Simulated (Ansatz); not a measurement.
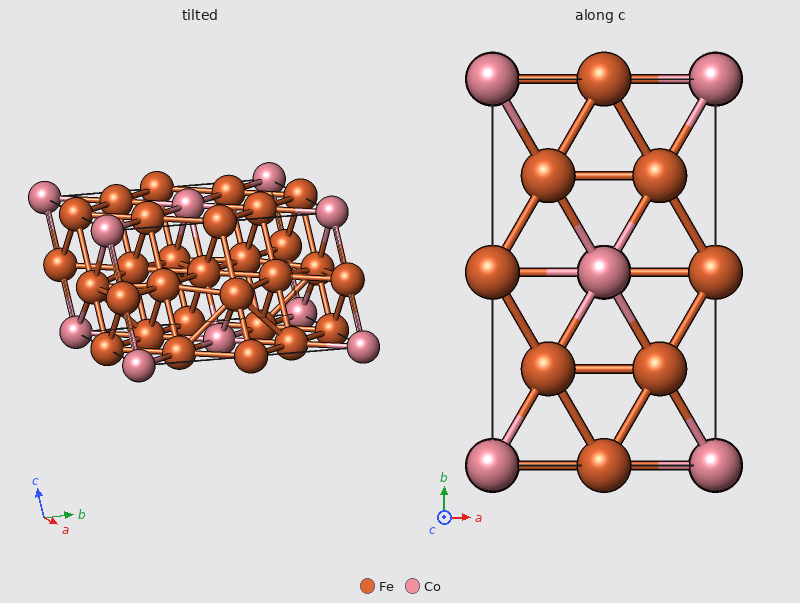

Structure drawing (ball-and-stick), viewed slightly off an axis and along the c axis. The outline marks the conventional unit cell. Cell: a = 5.59 Å, b = 7.90 Å, c = 4.84 Å, α = 90.00°, β = 125.26°, γ = 90.00°.

The starting point was a structure listed in the Materials Project. The cell was then strained or its atoms displaced on purpose. It was the input of a calculation with Ansatz.

Summary of the structure:

Answer. This is Fe₇Co. The symmetry is that of Cm (No. 8), on a base-centred monoclinic lattice. Cell content 14 Fe, 2 Co; Z = 2. With all contacts inside bonding distance counted, the coordination numbers are Fe 8 to 11 (mean 8.9) and Co 8. Not all metal-metal contacts are counted.

Calculation details: Ansatz, DFT PBEsol, scalar-relativistic, plane waves, PAW; wavefunction cutoff 420 eV, k-points about 0.16 Å⁻¹ apart, Gaussian smearing of 0.15 eV, collinear spins.

Which atoms carry magnetic moments in this run, and how do they order?

Answer. The state reached is ferromagnetic. Sizes: Fe 2.1 to 2.4 μB and Co 1.8 μB; net moment 17.3 μB in the run's cell of 8 atoms.

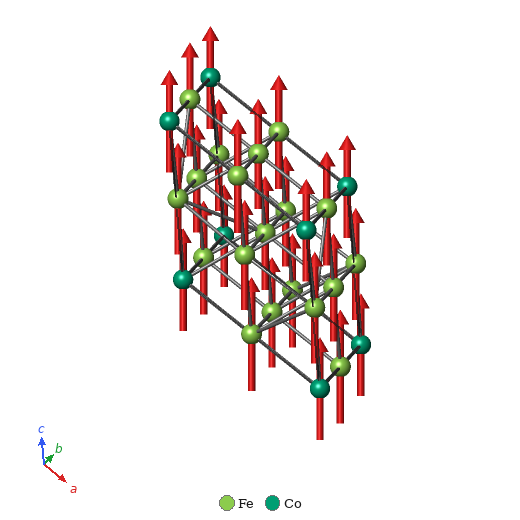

Site moments above 0.25 μB as arrows, small induced ones on non-metal atoms left out (red along the largest or up, blue against, purple across). The run's cell of 8 atoms is drawn, so axes and origin can differ from the first picture.

Is it conducting or gapped at this level?

Answer. A metal: bands cross the Fermi level.

Is the structure in equilibrium?

Answer. No. The largest force is 2.41 eV/Å, on Fe. The pressure is 1.0 GPa, so the cell would expand.
